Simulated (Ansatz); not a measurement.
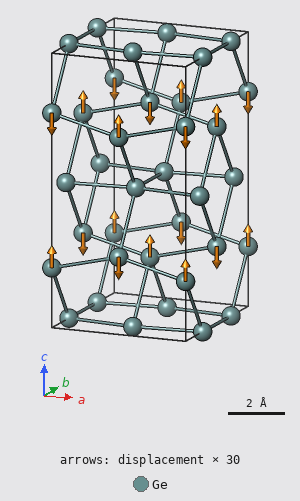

A relaxation of a crystal of Ge (set up in Fmmm). The starting structure is drawn; orange arrows show the displacements (the part carried along by the change of the cell is left out), 30 times their true length.

A ball-and-stick model of the conventional cell (4 times the calculation's cell), seen slightly off an axis. Lengths and directions refer to the drawn axes.

Computed with DFT PBE, scalar-relativistic, plane waves, PAW in Ansatz.

The input:
```yaml
crystal:
  lattice:
    - [0.0, 2.88574, 5.115665]
    - [2.630497, 0.0, 5.115665]
    - [2.630497, 2.88574, 0.0]
  atoms:
    - { symbol: Ge, position: [0.781867, 0.781867, 0.218133] }
    - { symbol: Ge, position: [0.218133, 0.218133, 0.781867] }
    - { symbol: Ge, position: [0.27351, 0.72649, 0.27351] }
    - { symbol: Ge, position: [0.72649, 0.27351, 0.72649] }
basis:
  ecutwfc: 420
kpoints:
  mp_grid: { grid: [12, 12, 12] }
hamiltonian:
  xc: pbe
scf:
  occupations: { method: gaussian, width: 0.1 }
output:
  forces: true
  stress: true
  eigenvalues: true
  write_density: true
  write_potential: true
  elf: true
  volumetric_format: npy
relax:
  adjacent_minimum: "off"
  f_tol: 0.005
  max_steps: 80
  cell: { stress_tol: 0.05 }
```

Run as
```bash
ansatz run input.yaml --threads 1 --pin off --max-ram 2560MiB --backend cpu --events-out ev --progress --plain --runs-dir out
```

### What happened in the run?

The energy falls by 2.8 meV per cell of the calculation in 4 accepted moves (5 points after the start). The largest force component goes from 0.0079 to 0.0039 eV/Å. The pressure goes from −0.01 to 0.00 GPa. The SCF was repeated once at an unchanged geometry on a basis and grid sized afresh for the cell, which shifted the energy by 0.1 meV per cell of the calculation at most. The largest moves relative to the cell, 0.029 Å, are those of Ge1 and Ge2. Ge1 goes along −c. The volume changes by −0.3 %, with a 5.261 → 5.299 Å (+0.7 %), b 5.771 → 5.789 Å (+0.3 %), c 10.231 → 10.100 Å (−1.3 %). Among the contacts that change: Ge3–Ge4 2.644 → 2.663 Å, Ge3–Ge4 (another image) 2.614 → 2.623 Å. Among the angles between lasting bonds that change: Ge2–Ge1–Ge2 152.2° → 155.1°. The space group stays Fmmm (No. 69).
